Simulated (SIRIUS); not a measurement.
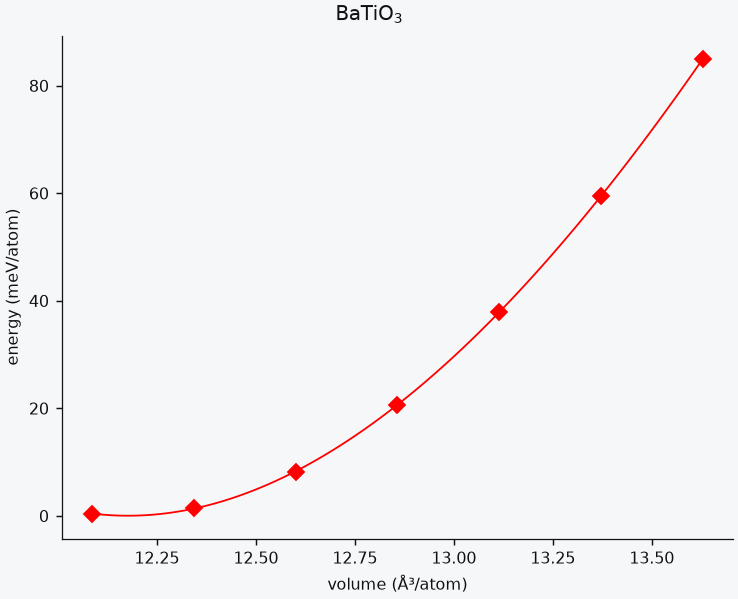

Plotted: energy against volume for BaTiO₃, space group Pm-3m (No. 221).

Structure:
```xyz
5
Lattice="4.0060 0.0000 0.0000 0.0000 4.0060 0.0000 0.0000 0.0000 4.0060" Properties=species:S:1:pos:R:3 pbc="T T T"
Ba    2.0030    2.0030    2.0030
Ti    0.0000    0.0000    0.0000
O     0.0000    0.0000    2.0030
O     0.0000    2.0030    0.0000
O     2.0030    0.0000    0.0000
```

Computed with SIRIUS 7.12.0: all-electron LAPW DFT, no spin polarisation; energies at scaled volumes of the given cell, shape and fractions fixed, counted from the fit's minimum, third-order Birch-Murnaghan fit. Level: LDA.

- k mesh: 7×7×7
- occupations: Fermi–Dirac
- smearing width: 0.05 eV
- potentials: all electron FP LAPW
- program settings: basis apw+lo standard, gk cutoff 4.93 1/bohr, pw cutoff 26 1/bohr

> What equilibrium volume and bulk modulus follow from the curve?

A third-order Birch–Murnaghan fit gives V0 = 12.18 Å³/atom, B0 = 191 GPa and B′ = 4.1.
